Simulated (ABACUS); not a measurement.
## MoS₂: band-structure run (part 2 of 2)

The same run, continued: MoS₂ (R3m, 3 atoms in the cell); Kohn-Sham DFT of a periodic cell, LDA, PseudoDojo NC SR 0.4.1 LDA stringent, no spin polarisation (ABACUS 3.10.1); cutoff 1102.06 eV, 8×8×8 k-mesh, fermi-dirac of 0.05 eV. The structure derives from an entry of the Crystallography Open Database.

Geometry of the input (Å; fractional positions):
```
1.5800  0.9122  6.1500
-1.5800  0.9122  6.1500
0.0000  -1.8244  6.1500
Mo 0.0000  0.0000  0.0000
S  0.4170  0.4170  0.4170
S  0.2500  0.2500  0.2500
```

**What the program printed, continued**
```
----------------------------------------------------------

 PW ALGORITHM --------------- ION=   1  ELEC=   3--------------------------------

 Density error is 0.0769534217479
                          Error Threshold = 0.00198817705091
----------------------------------------------------------
     Energy           Rydberg                 eV
----------------------------------------------------------
 E_KohnSham     -185.1763113456      -2519.4529689216
 E_Harris       -188.3611248578      -2562.7845797554
 E_Fermi        0.8528556437         11.6036963258
----------------------------------------------------------

 PW ALGORITHM --------------- ION=   1  ELEC=   4--------------------------------

 Density error is 0.00211034582507
                          Error Threshold = 0.00029597469903
----------------------------------------------------------
     Energy           Rydberg                 eV
----------------------------------------------------------
 E_KohnSham     -185.1830054608      -2519.5440470318
 E_Harris       -185.6004226348      -2525.2232990416
 E_Fermi        0.8386967043         11.4110540729
----------------------------------------------------------

 PW ALGORITHM --------------- ION=   1  ELEC=   5--------------------------------

 Density error is 0.000281066213335
                          Error Threshold = 8.1167147118e-06
----------------------------------------------------------
     Energy           Rydberg                 eV
----------------------------------------------------------
 E_KohnSham     -185.1834929654      -2519.5506798728
 E_Harris       -184.9911613116      -2516.9338734747
 E_Fermi        0.8345296298         11.3543581156
----------------------------------------------------------

 PW ALGORITHM --------------- ION=   1  ELEC=   6--------------------------------

 Density error is 2.20456583937e-06
                          Error Threshold = 1.08102389744e-06
----------------------------------------------------------
     Energy           Rydberg                 eV
----------------------------------------------------------
 E_KohnSham     -185.1835271000      -2519.5511442977
 E_Harris       -185.1699183829      -2519.3659882022
 E_Fermi        0.8357425655         11.3708609524
----------------------------------------------------------

 PW ALGORITHM --------------- ION=   1  ELEC=   7--------------------------------

 Density error is 5.72016962141e-07
                          Error Threshold = 8.47909938218e-09
----------------------------------------------------------
     Energy           Rydberg                 eV
----------------------------------------------------------
 E_KohnSham     -185.1835283852      -2519.5511617833
 E_Harris       -185.1854195598      -2519.5768925346
 E_Fermi        0.8358390646         11.3721738901
----------------------------------------------------------

 PW ALGORITHM --------------- ION=   1  ELEC=   8--------------------------------

 Density error is 6.87973664482e-08
                          Error Threshold = 2.20006523901e-09
----------------------------------------------------------
     Energy           Rydberg                 eV
----------------------------------------------------------
 E_KohnSham     -185.1835284610      -2519.5511628148
 E_Harris       -185.1861883448      -2519.5873523904
 E_Fermi        0.8358477721         11.3722923606
----------------------------------------------------------

 PW ALGORITHM --------------- ION=   1  ELEC=   9--------------------------------

 Density error is 5.80142507119e-09
                          Error Threshold = 2.6460525557e-10
----------------------------------------------------------
     Energy           Rydberg                 eV
----------------------------------------------------------
 E_KohnSham     -185.1835284617      -2519.5511628246
 E_KS(sigma->0) -185.1835283947      -2519.5511619127
 E_Harris       -185.1843464523      -2519.5622921580
 E_band         -11.5390984792       -156.9974891002
 E_one_elec     -87.9868399280       -1197.1223720353
 E_Hartree      55.0298801969        748.7199309353
 E_xc           -33.2761716017       -452.7455414095
 E_Ewald        -118.9503969948      -1618.4031784914
 E_entropy(-TS) -0.0000001340        -0.0000018238
 E_descf        0.0000000000         0.0000000000
 E_exx          0.0000000000         0.0000000000
 E_Fermi        0.8358390286         11.3721733999
----------------------------------------------------------

 charge density convergence is achieved
 final etot is -2519.5511628 eV
 EFERMI = 11.3721734 eV
The vacuum level is 10.229367135 eV

 STATE ENERGY(eV) AND OCCUPATIONS    NSPIN == 1
 1/65 kpoint (Cartesian) = 0.0000 0.0000 0.0000 (1106 pws)
       1       -50.4867     0.00390625
       2       -24.7177     0.00390625
       3       -24.4732     0.00390625
       4       -24.4732     0.00390625
       5       -4.13867     0.00390625
       6       -2.38992     0.00390625
       7        3.89420     0.00390625
       8        7.45912     0.00390625
       9        7.45912     0.00390625
      10        8.60272     0.00390625
      11        8.60272     0.00390625
      12        9.69320     0.00390625
      13        9.74690     0.00390625
      14        12.9606    6.23211e-17
      15        12.9606    6.23211e-17
      16        13.3959    1.03186e-20
      17        13.3959    1.03186e-20
      18        16.3212    4.02495e-46
      19        18.9046    1.46616e-68
      20        19.2246    2.43492e-71
      21        20.9823    1.31638e-86
      22        20.9823    1.31638e-86
      23        22.7697        0.00000

 2/65 kpoint (Cartesian) = 0.039557 0.022838 0.0067751 (1105 pws)
       1       -50.4805      0.0234375
       2       -24.7054      0.0234375
       3       -24.5352      0.0234375
       4       -24.4872      0.0234375
       5       -3.89581      0.0234375
       6       -2.31780      0.0234375
       7        4.16875      0.0234375
       8        6.98309      0.0234375
       9        7.71135      0.0234375
      10        7.87100      0.0234375
      11        8.24740      0.0234375
      12        9.64863      0.0234375
      13        9.95094      0.0234375
      14        12.6875    8.80677e-14
      15        12.8965    1.34781e-15
      16        13.1379    1.07889e-17
      17        13.3535    1.44710e-19
      18        17.3382    3.54540e-54
      19        19.3165    2.32514e-71
      20        19.7910    1.75718e-75
      21        20.7467    8.79285e-84
      22        21.5046        0.00000
      23        21.6727        0.00000

 3/65 kpoint (Cartesian) = 0.079114 0.045676 0.013550 (1093 pws)
       1       -50.4656      0.0234375
       2       -24.6825      0.0234375
       3       -24.6757      0.0234375
       4       -24.5209      0.0234375
       5       -3.25109      0.0234375
       6       -2.12678      0.0234375
       7        4.66038      0.0234375
       8        6.20206      0.0234375
       9        6.75457      0.0234375
      10        7.58004      0.0234375
      11        8.35418      0.0234375
      12        9.28431      0.0234375
      13        9.41477      0.0234375
      14        12.1300    6.13008e-09
      15        12.7130    5.29040e-14
      16        13.4959    8.38214e-21
      17        13.9767    5.59175e-25
      18        18.1645    2.35717e-61
      19        19.0304    7.09567e-69
      20        19.7323    5.68802e-75
      21        20.5550    4.05975e-82
      22        21.4965        0.00000
      23        22.9690        0.00000

 4/65 kpoint (Cartesian) = 0.11867 0.068515 0.020325 (1091 pws)
       1       -50.4506      0.0234375
       2       -24.8264      0.0234375
       3       -24.6459      0.0234375
       4       -24.5544      0.0234375
       5       -2.47891      0.0234375
       6       -1.90737      0.0234375
       7        4.44919      0.0234375
       8        5.68095      0.0234375
       9        6.07647      0.0234375
      10        7.06211      0.0234375
      11        8.76883      0.0234375
      12        9.02471      0.0234375
      13        9.15669      0.0234375
      14        12.5025    3.56737e-12
      15        12.5237    2.33337e-12
      16        14.1661    1.26431e-26
      17        14.3361    4.22265e-28
      18        17.2227    3.57271e-53
      19        17.8790    7.11239e-59
      20        18.3829    2.99013e-63
      21        20.8901    4.98937e-85
      22        22.0825        0.00000
      23        22.6677        0.00000

 5/65 kpoint (Cartesian) = 0.15823 0.091353 0.027100 (1077 pws)
       1       -50.4443      0.0117188
       2       -24.8851      0.0117188
       3       -24.6335      0.0117188
       4       -24.5682      0.0117188
       5       -2.09289      0.0117188
       6       -1.81063      0.0117188
       7        4.16209      0.0117188
       8        5.33200      0.0117188
       9        5.88126      0.0117188
      10        6.87458      0.0117188
      11        8.61367      0.0117188
      12        9.29564      0.0117188
      13        9.43369      0.0117188
      14        12.5078    1.60161e-12
      15        12.9265    3.69653e-16
      16        14.3576    1.37233e-28
      17        14.4275    3.39089e-29
      18        16.0526    2.60138e-43
      19        17.5989    9.63600e-57
      20        18.2169    4.13688e-62
      21        20.5044    5.58628e-82
      22        22.0110        0.00000
      23        22.0534        0.00000

 6/65 kpoint (Cartesian) = 0.0000 0.045676 0.013550 (1105 pws)
       1       -50.4805      0.0234375
       2       -24.7054      0.0234375
       3       -24.5352      0.0234375
       4       -24.4872      0.0234375
       5       -3.88598      0.0234375
       6       -2.33591      0.0234375
       7        4.20673      0.0234375
       8        6.98929      0.0234375
       9        7.70421      0.0234375
      10        7.83985      0.0234375
      11        8.26151      0.0234375
      12        9.48677      0.0234375
      13        10.0780      0.0234375
      14        12.6953    7.53838e-14
      15        12.9315    6.69201e-16
      16        13.0695    4.23406e-17
      17        13.3964    6.13444e-20
      18        17.3454    3.06752e-54
      19        19.3616    9.42467e-72
      20        19.8097    1.20831e-75
      21        20.6753    3.66131e-83
      22        21.3335    7.03509e-89
      23        21.7274        0.00000

[... levels at 59 further k points ...]

------------------------------------------------------------------------------------------
 TOTAL-FORCE (eV/Angstrom)
------------------------------------------------------------------------------------------
                       Mo1         0.0000000000         0.0000000000         0.0831905088
                        S1         0.0000000000         0.0000000000         0.0253415438
                        S2         0.0000000000         0.0000000000        -0.1085320526
------------------------------------------------------------------------------------------

----------------------------------------------------------------
 TOTAL-STRESS (KBAR)
----------------------------------------------------------------
       -30.6359956071        -0.0000000000        -0.0000000000
         0.0000000000       -30.6359956084        -0.0000000000
         0.0000000000         0.0000000000        -5.3698445415
----------------------------------------------------------------
 TOTAL-PRESSURE: -22.213945 KBAR

 --------------------------------------------
 !FINAL_ETOT_IS -2519.5511628246172222 eV
 --------------------------------------------
```

**Standard output**
```
ABACUS v3.10.1

               Atomic-orbital Based Ab-initio Computation at UStc

 dft_functional readin is: pz
 dft_functional in pseudopot file is: SLAPWNOGXNOGC
 Please make sure this is what you need
 dft_functional readin is: pz
 dft_functional in pseudopot file is: SLAPWNOGXNOGC
 Please make sure this is what you need

%%%%%%%%%%%%%%%%%%%%%%%%%%%%%%%%%%%%%%%%%%%%%%%%%%%%%%%%%%%%%%%%%%%%%%%%%%%%%%%%%%%%%%%%%%%%%%%%%%%%%%%%%
 Warning: the number of valence electrons in pseudopotential > 6 for Mo: [Kr] 4d5 5s1
 Pseudopotentials with additional electrons can yield (more) accurate outcomes, but may be less efficient.
 If you're confident that your chosen pseudopotential is appropriate, you can safely ignore this warning.
%%%%%%%%%%%%%%%%%%%%%%%%%%%%%%%%%%%%%%%%%%%%%%%%%%%%%%%%%%%%%%%%%%%%%%%%%%%%%%%%%%%%%%%%%%%%%%%%%%%%%%%%%

 UNIFORM GRID DIM        : 72 * 72 * 72
 UNIFORM GRID DIM(BIG)   : 72 * 72 * 72
 ---------------------------------------------------------
 Self-consistent calculations for electrons
 ---------------------------------------------------------
 SPIN    KPOINTS         PROCESSORS  THREADS
 1       65              4           4
 ---------------------------------------------------------
 Use plane wave basis
 ---------------------------------------------------------
 ELEMENT NATOM       XC
 Mo      1
 S       2
 ---------------------------------------------------------
 Initial plane wave basis and FFT box
 ---------------------------------------------------------
 -------------------------------------------
 SELF-CONSISTENT :
 -------------------------------------------
 START CHARGE      : atomic
 ITER       ETOT/eV          EDIFF/eV         DRHO     TIME/s
 DA1     -2.51623001e+03   0.00000000e+00   5.1693e-01   7.85
 DA2     -2.51430904e+03   1.92097274e+00   2.3498e+00   7.36
 DA3     -2.51945297e+03  -5.14393176e+00   7.6953e-02   5.99
 DA4     -2.51954405e+03  -9.10781102e-02   2.1103e-03   5.18
 DA5     -2.51955068e+03  -6.63284101e-03   2.8107e-04   6.82
 DA6     -2.51955114e+03  -4.64424903e-04   2.2046e-06   5.07
 DA7     -2.51955116e+03  -1.74855775e-05   5.7202e-07   8.51
 DA8     -2.51955116e+03  -1.03153294e-06   6.8797e-08   5.73
 DA9     -2.51955116e+03  -9.78227895e-09   5.8014e-09   5.04
----------------------------------------------------------------
 TOTAL-STRESS (KBAR)
----------------------------------------------------------------
       -30.6359956071        -0.0000000000        -0.0000000000
         0.0000000000       -30.6359956084        -0.0000000000
         0.0000000000         0.0000000000        -5.3698445415
----------------------------------------------------------------
 TOTAL-PRESSURE: -22.213945 KBAR
```

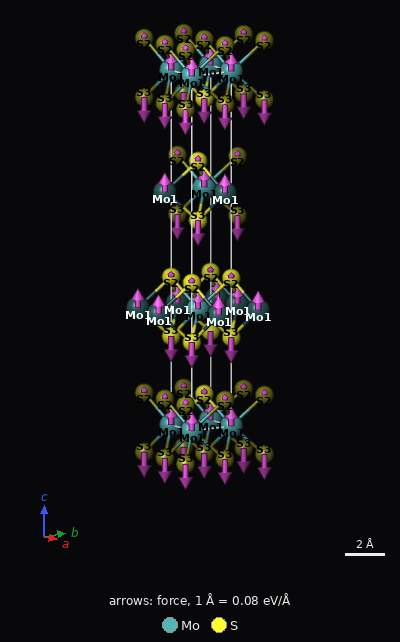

Forces on the atoms as pink arrows (ball-and-stick view of the cell 3 times as large as that of the calculation, set on its symmetry axes, seen slightly off an axis; neighbours outside the cell are drawn fainter; atoms are numbered from 1 in the order of the input). The largest act on S3 (0.11 eV/Å); Mo1 (0.08 eV/Å). The geometry is not a stationary point of this energy.

**Summary**

- outcome: converged
- space group (tolerance 0.01 Å): R3m (160)
- electrons treated: 26
- free energy: −2519.5512 eV
- Fermi energy: 11.372 eV
- gap on the k-point mesh: 0.96 eV
- pressure: −2.22 GPa
- largest force (length of the vector): 0.109 eV/Å
- wall time: 63 s (CPU time 4.2 min)
- peak memory: 0.4 GiB
